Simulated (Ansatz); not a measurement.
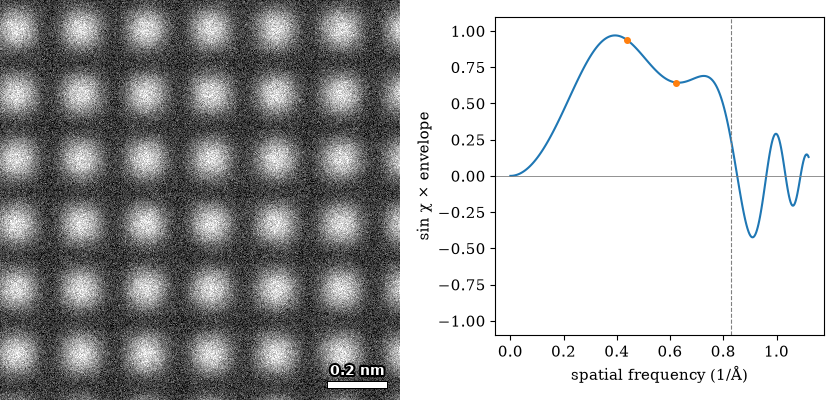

Phase-contrast TEM-like image of Al (Im-3m, No. 229) along [001]. Simulated in the weak-phase-object approximation with neutral-atom potentials: 80 kV, Cs = −15 µm, defocus +95 Å (negative is underfocus), defocus spread 12 Å, aperture 0.83 1/Å. Shot noise was added. Structure: the geometry given to an electronic-structure calculation, possibly off equilibrium; the starting structure was generated, so it need not be a known form of this composition.

The plot gives the contrast transfer function, the aperture (dashed) and the crystal's spatial frequencies that carry visible contrast (dots).

### What point resolution do these settings give, and which lattice spacings pass?

About 1.2 Å (0.66 |Cs|^(1/4) λ^(3/4) with λ = 0.0418 Å). The spacings that carry visible contrast are {110} at 2.27 Å, {200} at 1.61 Å.

### Do the atom columns appear dark or bright, and why?

Bright. With negative Cs and overfocus sin χ is positive over the pass band, so the strongest columns (Al) come out brighter than the background.
